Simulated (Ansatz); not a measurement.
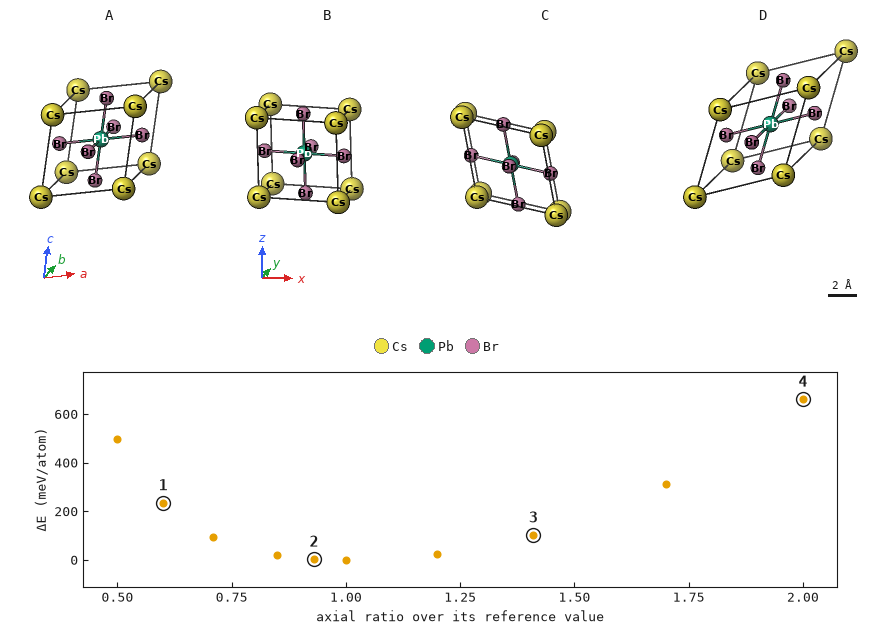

Crystalline CsPbBr₃ (Pm-3m): the ratio of the cell's length along [111] to its lengths across, counted as 1 for the reference, is changed at fixed volume (a trigonal path), with the atoms kept at their fractional coordinates. x, y and z are the Cartesian axes of the input. The frames are shuffled; the numbered points of the plot belong to them. A ball-and-stick model of the cell of the calculation, seen slightly off an axis.

Method: DFT PBE, scalar-relativistic, plane waves, PAW in Ansatz. Settings: plane-wave cutoff 420 eV; k-point mesh 6 × 6 × 6; occupations gaussian; smearing width 0.05 eV; no spin polarisation. Energies (free energies at the smearing named) are counted from the cell as listed in its source, which wasn't relaxed.

Which frame belongs to which numbered point?

Answer. Point 1 is frame C (the relative ratio 0.60, 236 meV/atom); 2 is frame B (the relative ratio 0.93, 4 meV/atom); 3 is frame A (the relative ratio 1.41, 103 meV/atom); 4 is frame D (the relative ratio 2.00, 662 meV/atom). Of the computed points the lowest is at the relative ratio 1.00, 0 meV/atom. The end points stand at 499 meV/atom (0.50) and 662 meV/atom (2.00). The unrelaxed reference is under a pressure of 1.5 GPa. The distortion takes the space group from Pm-3m to R-3m. At the relative ratio 2.00 the cell of the drawing goes a 5.870 → 6.589 Å, b 5.870 → 6.589 Å, c 5.870 → 6.589 Å, α 90.0° → 60.0°, β 90.0° → 60.0°, γ 90.0° → 60.0°.
